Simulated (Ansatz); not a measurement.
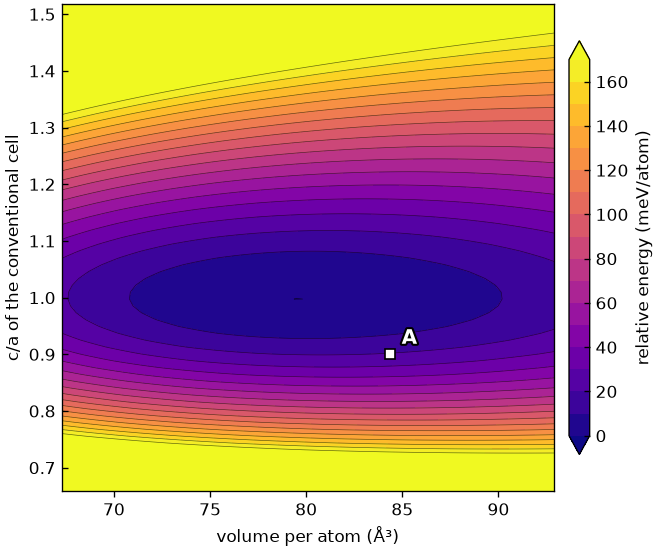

K (Pm-3m, No. 221; 1 atom in the cell). The energy is mapped over volume and the cell's shape. The first coordinate is: volume per atom; the second: c/a of the conventional cell. Nothing is relaxed (symmetry fixes all fractional coordinates). The scan uses a 7 × 9 grid. Points are written as (first, second). Energies are in meV/atom, from the lowest grid point. All numbers below come from DFT r2SCAN, scalar-relativistic, plane waves, PAW (Ansatz 0.2.0). Settings: cutoff 500 eV, k-mesh 12×12×12, gaussian smearing 0.15 eV, no spin polarisation.

In the figure: filled contours, one colour for all values above the top of the scale, the point A. Between grid points the surface is interpolated.

Q: Is A at rest? If not, where is it pushed?

A: A, at (84.4 Å³, 0.901), is not a stationary point. The computed force is 0.67 meV/atom for each Å³ towards smaller values of volume per atom and 390 meV/atom for each unit towards larger values of c/a of the conventional cell.
